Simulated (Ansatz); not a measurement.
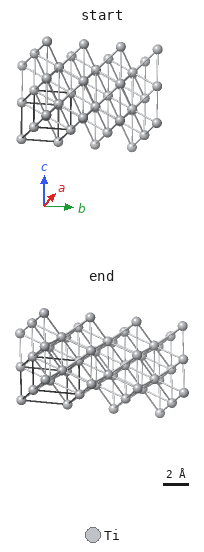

The structure of solid Ti (set up in P-1) before (top) and after (bottom) a relaxation, at one scale.

A ball-and-stick model of the cell of the calculation, repeated 2 × 3 × 2 with one cell outlined, seen from a free direction.

Case: cell sheared at random, sigma 0.06, atoms nudged by 0.01 Å; relaxed back.

Theory: DFT r2SCAN, scalar-relativistic, plane waves, PAW in Ansatz 0.2.0. Set-up: plane-wave cutoff 500 eV; k-point mesh 10 × 10 × 10; occupations gaussian; smearing width 0.15 eV; no spin polarisation; cell and atoms relaxed; force threshold 0.01 eV/Å; at most 80 steps.

### Summarise the run.

The largest moves relative to the cell, 0.013 Å, are those of Ti atoms. The volume changes by +1.2 %, with a 3.252 → 2.914 Å (−10.4 %), b 3.308 → 4.089 Å (+23.6 %), c 3.202 → 2.914 Å (−9.0 %), α 86.8° → 90.0°, β 88.1° → 90.1°, γ 93.4° → 90.0°. Some distances before and after: Ti–Ti 3.252 → 2.914 Å, Ti–Ti 3.202 → 2.914 Å, Ti–Ti 2.664 → 2.904 Å, Ti–Ti 2.685 → 2.904 Å. Within 0.06 Å the space group is C2/m at the start and Fm-3m at the end; at a tighter tolerance small leftover displacements or strains of the cell lower it. The energy falls by 74.9 meV per atom in 11 accepted moves (13 points after the start). Largest force component: 0.079 eV/Å at the start, 0.00027 eV/Å at the end. Pressure: 0.26 GPa at the start and 0.01 GPa at the end. At 2 points the geometry stayed and the basis and grid were re-selected for the new cell (energy shift of 1.4 meV per atom at most each time). The run took 16 min on 1 thread of AMD EPYC (Zen 3) (shared host), peak memory 0.8 GiB.
